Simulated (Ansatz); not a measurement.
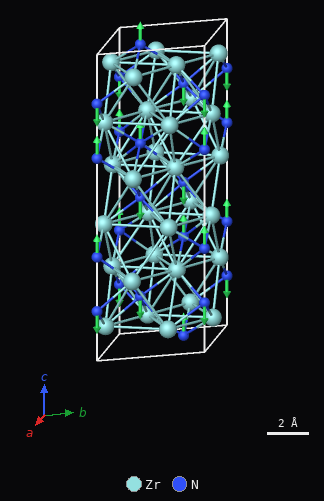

Normal modes of a crystal of Zr₃N₂, space group R-3c (No. 167), at the zone centre. The optical levels lie at 150 (×2), 183 (×2), 197 (×2), 215 (×2), 215, 218 (×2), 238, 250, 285, 292, 433, 480, 487 (×2), 498 (×2), 512 (×2), 538 (×2), 550, 565 cm⁻¹. One mode is drawn. The green arrows give the relative displacements of the atoms. A ball-and-stick model of the conventional cell (3 times the calculation's cell), seen slightly off an axis. Lengths and directions refer to the drawn axes.

Computed with DFT LDA, scalar-relativistic, plane waves, PAW (Ansatz). (plane-wave cutoff 420 eV; k-point mesh 12 × 12 × 12; occupations fermi dirac; smearing width 0.15 eV; no spin polarisation)

The frequencies depend somewhat on the k-mesh and the smearing.

To which level does it belong?

Answer. The level at 565 cm⁻¹. This is the A₁u mode, the highest optical level, silent by symmetry (neither infrared- nor Raman-active). The Zr atoms stay at rest; all motion is along c; atoms of one kind move against one another, with no net shift of their sublattice.
